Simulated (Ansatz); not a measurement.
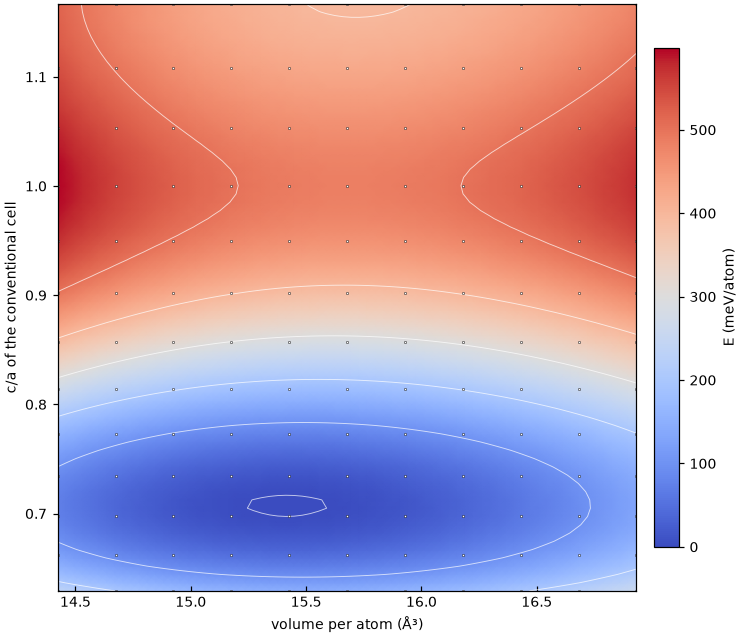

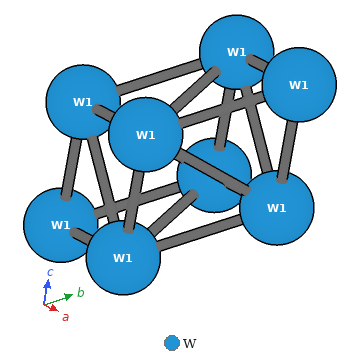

Energy landscape of W (Fm-3m, No. 225; 1 atom in the cell). The energy is mapped over volume and the cell's shape. Coordinates scanned: (1) volume per atom; (2) c/a of the conventional cell. Nothing is relaxed (symmetry fixes all fractional coordinates). The scan uses an 11 × 13 grid. Points are written as (first, second). All energies are given in meV/atom relative to the lowest grid point. These are results of DFT LDA, scalar-relativistic, plane waves, PAW in Ansatz, not measurements. Settings: cutoff 420 eV, k-mesh 22×22×22, gaussian smearing 0.15 eV, no spin polarisation.

The picture shows a smooth colour map with a few white contour lines, dots at the grid points. Between grid points the surface is interpolated. The second picture is the structure at the lowest point

Question: Summarise what can be read from the map.

Answer: The lowest grid point is at (15.427 Å³, 0.697). The reference structure, at (15.678 Å³, 1.000) [fcc], is a saddle of this map. No other kind of well shows on this grid. The highest grid point, (14.423 Å³, 1.000) [fcc], lies 598 meV/atom above the lowest. The reference (Fm-3m) is not the lowest structure on this map: the low region lies near c/a = 0.71, the bcc structure.

The input of one point:

```yaml
crystal:
  lattice:
    - [0.0, 2.2280410097, 1.5538358002]
    - [2.2280410097, 0.0, 1.5538358002]
    - [2.2280410097, 2.2280410097, 0.0]
  atoms:
    - { symbol: W, position: [0.0, 0.0, 0.0] }
basis:
  ecutwfc: 420
kpoints:
  mp_grid: { grid: [22, 22, 22] }
hamiltonian:
  xc: lda
  pseudopotentials: { kind: paw, azcp: { folder: soft_1 } }
scf:
  occupations: { method: gaussian, width: 0.15 }
output:
  forces: true
  stress: true
  eigenvalues: true
```

Each point was launched as `ansatz run input.yaml --threads 1 --pin off --max-ram 2048MiB --backend cpu --events-out ev --progress --plain --runs-dir out`. The whole map (143 points run) took 6.9 min on 1 thread of AMD EPYC 9R45 96-Core Processor (Zen 5), with other jobs on the host.
